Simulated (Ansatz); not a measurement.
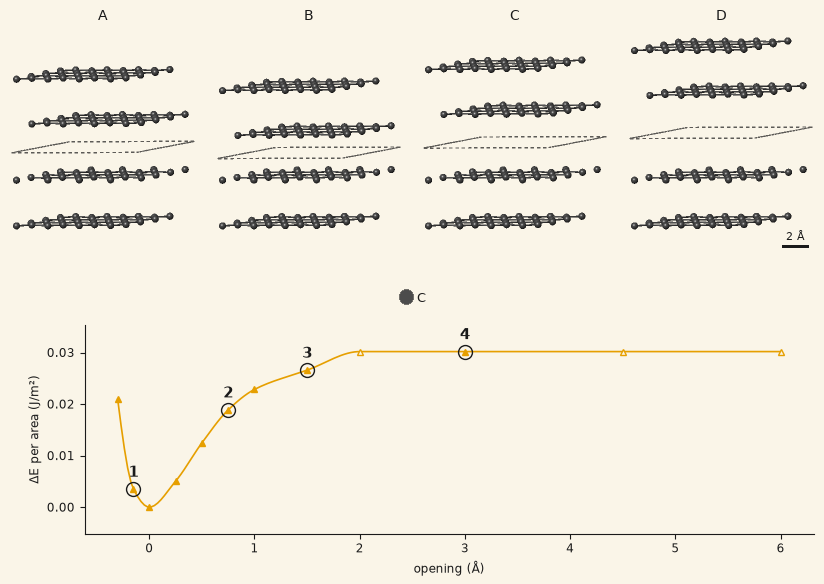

Energy scan for crystalline C (R-3m), in which the crystal is pulled apart rigidly along the normal of the (0 0 1) plane of the conventional cell, at a cut between a plane of C below and one of C above, 3.60 Å apart. One cut stands in each cell, which starts 10.8 Å high; nothing is relaxed, and the dashed outline marks the cut. The frames are shuffled; the numbered points of the plot belong to them. Hollow markers are points alike by symmetry, not computed again. Style: ball-and-stick. Shown: the layers on both sides of the cut, from the side, nearly along the cut plane.

Theory: DFT PBEsol, scalar-relativistic, plane waves, PAW in Ansatz 0.2.0. Set-up: plane-wave cutoff 420 eV; k-point mesh 15 × 15 × 3; occupations gaussian; smearing width 0.05 eV; no spin polarisation. Energies (free energies at the smearing named) are counted from the relaxed crystal.

### Match the frames to the points.

Point 1 is frame B (the opening −0.15 Å, 0.003 J/m²); 2 is frame A (the opening 0.75 Å, 0.019 J/m²); 3 is frame C (the opening 1.50 Å, 0.027 J/m²); 4 is frame D (the opening 3.00 Å, 0.030 J/m²). At the widest opening, 6.00 Å, the energy has risen by 0.030 J/m², where the curve has levelled off: this is the ideal work of separation, the sum of the two unrelaxed surface energies of a slab 10.8 Å thick. The steepest rise lies between 0.25 Å and 0.50 Å, with a mean traction of about 0.3 GPa. Pressing the cut together by 0.30 Å costs 0.021 J/m². The band gap on the mesh, 0.44 eV in the reference, closes at 3.00 Å.
